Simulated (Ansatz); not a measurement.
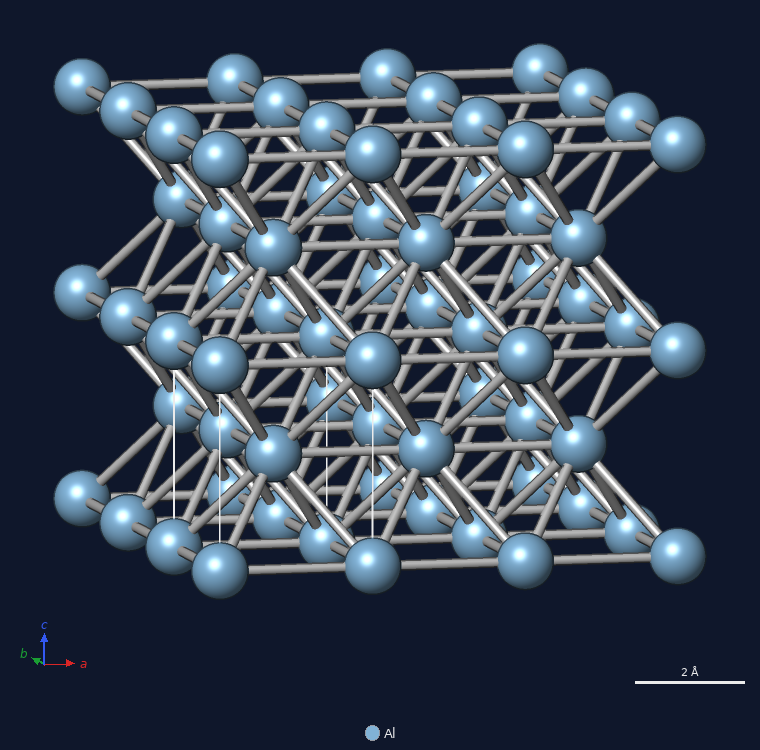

Figure 1. The input geometry (ball-and-stick view of the reduced cell, repeated 3 × 3 × 2, seen slightly off an axis). Near neighbours in the crystal (not all of them lie inside the picture): Al has 12 Al at 2.72 to 2.88 Å.

**Single-point calculation, with input and output: Al**

Al (2 atoms in the cell), computed with DFT, PBE, plane waves, PAW, no spin polarisation (Ansatz 0.2.0).

The structure derives from a Materials Project entry.

## What the program printed
```
Warning: basis.ecutwfc = 250.34475346308957 eV is below the records' recommended 420 eV, and the density's cutoff is lower with it unless basis.ecutrho_ratio is high enough to keep the records' density cutoff: compare with a run at a higher cutoff
Engine: ansatz 0.2.0, aarch64-unknown-linux-gnu
Pseudopotentials: kind: paw
Pseudopotential: Al, paw, valence charge 3, recommended cutoff 420 eV (normal), Al.paw.azcp
Functional definition: PBE
  parameter kappa = 0.804
  parameter beta = 0.06672455060314922
  exchange = pbe_x(kappa = kappa, mu = beta*pi^2/3)
  correlation = pbe_c(beta = beta)
Crystal: 2 atoms, lattice volume = 31.592 Å³
Basis set: ecut = 250.34475346308957 eV, 277 PW (Γ), exchange–correlation on 40×40×30 points (8 copies of the dense FFT grid, shifted against one another)
Bands: 7, of which v1, the nominal top of the filled ones, is band 3 counted from 1 (2 counted from 0)
Symmetry: 8 space group operations
Space group: C2/m (ITA 12), of the structure as read, at distance tolerance 3.2e-5 Å
k-points: 365 of 1296
Non-local potential: Al, projectors of the file, l = 0: 2, l = 1: 2, l = 2: 1
PAW form: soft (Blöchl's): semilocal exchange-correlation on the pseudo side does not see the compensation charge
PAW one-centre angular grid: Al, 110 points (default); XC on 64 Gauss nodes
Initial density: superposition of atomic densities (neutral atoms: chi_scale 0, normalization atom), corrected by the library's trained network
Initial wavefunctions: pseudopotential atomic-orbital guess
Functional: x = pbe(κ = 0.804, μ = 0.2195149727645171), c = pbe(β = 0.06672455060314922)
SCF iter   1: F=—  HF=-1074.727819 eV  |F-HF|=—  |Δ(HF+E_count)|=         —  Δρ=2.07e-3  dr2=2.27e-4  ethr=1.77e-3  ⟨swp⟩=8.9  Hψ=15496  notcnv=1
preconditioner: auto → none  [metal: Δε(μ)=0.017 eV  Ē_g=9.226 eV  σ=0.100 eV  W_gap=0.10  n_scr=2 (ndim 8)  ℏωp=16.2 eV  f_vac=0.000  D(μ)=0.51/eV (n_scr^D=2)  sad-step TF]
SCF iter   2: F=—  HF=-1074.728910 eV  |F-HF|=—  |Δ(HF+E_count)|=   1.09e-3  Δρ=1.12e-3  dr2=8.20e-5  ethr=3.79e-6  ⟨swp⟩=3.6  Hψ=5623  notcnv=0  defer=18
iter 3 solved again at ethr=5.46e-9 eV; its pass at ethr=1.37e-6 eV (dr2=3.27e-7 eV) is discarded
SCF iter   3: F=—  HF=-1074.729200 eV  |F-HF|=—  |Δ(HF+E_count)|=   2.90e-4  Δρ=3.37e-5  dr2=2.91e-7  ethr=5.46e-9  ⟨swp⟩=4.4  Hψ=9670  notcnv=1  defer=7
eigensolver tolerance schedule: the retry pair's looser diagonalisation over-reported the residual by 0.12 of it (diagonalisation noise at 0.12 of the residual, at the tolerance the schedule requests for it); recorded, not acted on — ethr = c·dr2/N_el stays at c = 1.0e-1
iter 4 did not close the SCF: its close was put off for the readings that it lacked (scf_convergence_deferred on its scf_iter line)
SCF iter   4: F=-1074.729200 eV  HF=-1074.729200 eV  |F-HF|=1.18e-8  |Δ(HF+E_count)|=   5.17e-8  Δρ=7.59e-6  dr2=5.35e-9  ethr=4.85e-9  ⟨swp⟩=2.0  Hψ=3695  notcnv=0  defer=5
iter 5 did not close the SCF: its close was put off for the readings that it lacked (scf_convergence_deferred on its scf_iter line)
SCF iter   5: F=-1074.729200 eV  HF=-1074.729200 eV  |F-HF|=1.22e-10  |Δ(HF+E_count)|=   1.57e-8  Δρ=1.12e-6  dr2=2.30e-10  ethr=8.92e-11  ⟨swp⟩=4.0  Hψ=5780  notcnv=0  defer=4
SCF iter   6: F=-1074.729200 eV  HF=-1074.729200 eV  |F-HF|=4.55e-13  |Δ(HF+E_count)|=  1.30e-10  Δρ=1.23e-7  dr2=4.62e-12  ethr=3.83e-12  ⟨swp⟩=2.1  Hψ=3709  notcnv=0  defer=5
the search or the solves at the SCF's close seem to have found levels that the self-consistency loop had missed (the run counts 8). By its estimate they hold under 1e-12 electrons; where the run keeps them, the occupations were computed again with them
SCF 1 converged in 6 iterations: F = -1074.729200 eV  dr2 = 4.62e-12
  Residual-converged pass: ⟨swp⟩=2.0  Hψ=3562  notcnv=0  max |occ|·‖R‖ = 6.5e-6 eV (tolerance 6.7e-6 eV)  dr2=4.98e-12  dr2_onsite=1.15e-12  max |Δocc| = 3.8e-10
  greatest PAW one-centre occupation: 0.453 electrons in one spin orbital (limit 2), on the Al atom at site 1 (counted from 0), in its partial waves of l = 0
```

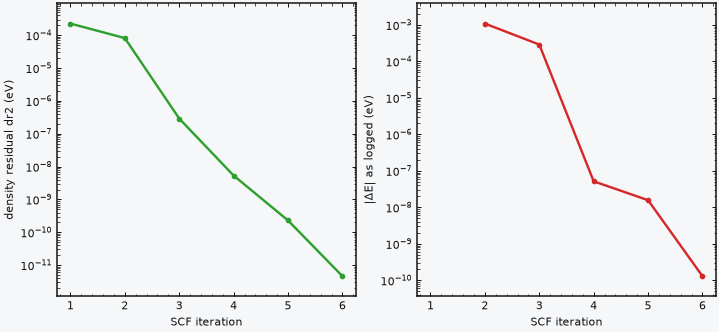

Figure 2. Convergence of the self-consistent field: density residual dr2 and size of the energy change against the SCF iteration. The residual falls at every step.

```
SCF converged after 6 iterations
Free energy (F): -1074.729200 eV
Harris-Foulkes:  -1074.729200 eV  (|F-HF|=4.55e-13)
Internal energy: -1074.726659 eV  (E = F + TS)
E sigma→0 (E₀):  -1074.727930 eV
Entropy (-TS):   -0.002541 eV (-1.270 meV/atom)
Fermi energy:    8.452972 eV
--- Per-component energies (eV) ---
  E_band       = 23.398556
  E_kinetic    = 46.670138
  E_local      = 21.193509  (includes V_loc(G=0)·N_el)
  E_nonlocal   = 21.317185
  E_hartree    = 0.223279
  E_xc         = -80.037219
  E_vxc        = -58.667843  (∫ρ·V_xc dr)
  E_paw        = -934.951998  (= ΣΔE_a)
  E_vpaw       = -7.560961  (= ΣTr[D̂ρ^β])
  E_aug_tail   = -0.000031  (compensation charges beyond the density's cutoff)
  E_ewald      = -149.141523
  E_smearing   = -0.002541  (= −TS)
  E_closure    = -0.000000  (closes the sum)
  Σ components = -1074.729200   (vs F -1074.729200, Δ=0.00e0)
--- Forces (eV/Å), atoms counted from 1 ---
  atom   1  Al    -0.00000000     0.00000000     0.00000000
  atom   2  Al    -0.00000000     0.00000000     0.00000000
  max |Σ_I F_I| component: 5.92e-31 eV/Å
--- Stress (GPa, compression-positive) ---
        8.764703       0.000000       0.036463
        0.000000       8.767632      -0.000000
        0.036463      -0.000000       2.341438
  P = ⅓ Tr σ = 6.6246 GPa (66.246 kbar)
--- Band table (eV; the first three rows and the last of 365) ---
  k-point 0: bands = ["-3.0235", "6.0222", "7.5194", "13.3729", "13.4279", "14.1587", "17.2725"]
  k-point 1: bands = ["-2.8956", "6.1464", "7.6398", "11.6622", "13.3677", "15.3750", "18.2330"]
  k-point 2: bands = ["-2.5135", "6.4780", "7.9905", "10.1566", "12.0609", "17.5755", "18.6772"]
  k-point 364: bands = ["1.6922", "2.7628", "5.5748", "6.6188", "15.2598", "16.2153", "19.1729"]
```

The run was set up as follows.

## Input
```yaml
crystal:
  lattice:
    - [3.8482904239, 0.0, 0.004719914]
    - [0.0, 3.8482933184, 0.0]
    - [-1.92151654, 0.0, 2.1308580725]
  atoms:
    - { symbol: Al, position: [0.0, 0.0, 0.0] }
    - { symbol: Al, position: [0.5, 0.5, 0.0] }
basis:
  ecutwfc: "18.4 Ry"
kpoints:
  mp_grid: { grid: [9, 9, 16] }
hamiltonian:
  xc: pbe
scf:
  occupations: { method: gaussian, width: 0.1 }
  eigensolver: { kind: davidson }
output:
  forces: true
  eigenvalues: true
  stress: true
```

Command:
```bash
ansatz run input.yaml --threads 4 --pin off --max-ram 8192MiB --backend cpu --events-out ev --progress --plain --runs-dir out
```

## Results in brief

| quantity | value |
| --- | --- |
| outcome | converged |
| space group (tolerance 0.01 Å) | I4/mmm (139) |
| electrons treated | 6 |
| free energy | −1074.7292 eV |
| Fermi energy | 8.453 eV |
| gap on the k-point mesh | none (metallic) |
| pressure | 6.62 GPa |
| largest force (length of the vector) | under 0.001 eV/Å |
| hardware | 4 threads of Arm Neoverse V2, 128 GiB of memory available, shared host |
| wall time | 1.2 s (CPU time 3.3 s) |
| peak memory | 0.28 GiB |

## Remarks

Settings chosen away from the usual ones: scf.eigensolver.kind set to davidson; basis.ecutwfc set to 18.4 Ry (from 420). These settings are looser than, or depart from, a standard set-up, so the numbers are not reference values for this system. Warnings of the run: the cutoff is below the recommended one.
